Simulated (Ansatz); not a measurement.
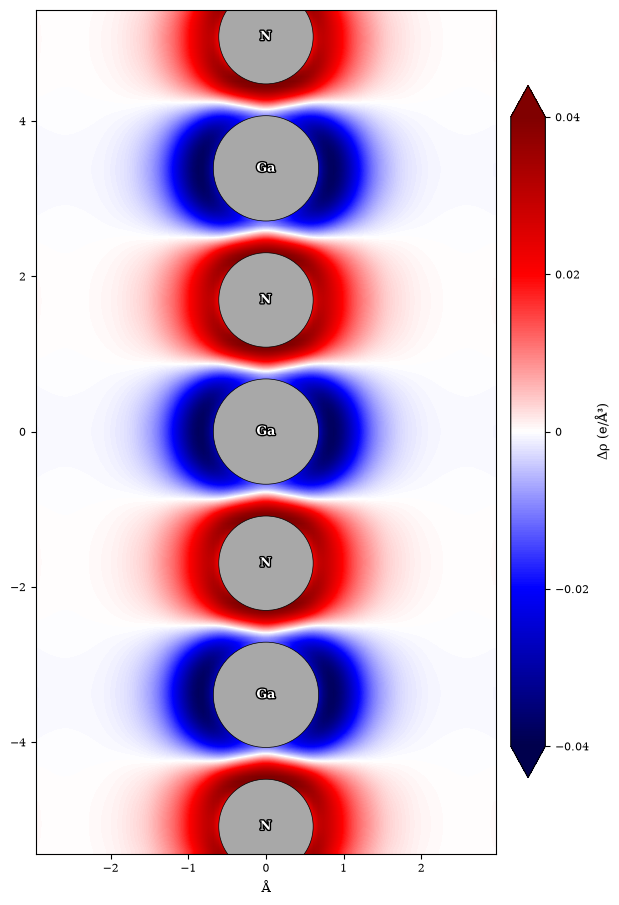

GaN. Difference of the valence pseudo-densities of two functionals at the same geometry, on the (100) plane of the calculation cell: HF less HSESOL.

Space group P6/mmm; a generated structure, not necessarily the stable one.

Both computed with Ansatz (plane waves, PAW), on the same k-point mesh. Grey discs cover the atomic cores.

What does the difference map show?

Against HSESOL, HF gives less density around Ga (−0.023 e/Å³ on average at 1.0 Å from the nucleus), more density around N (+0.032 e/Å³ on average at 0.8 Å from the nucleus) and a change of +0.010 e/Å³ at the midpoint of Ga–N.
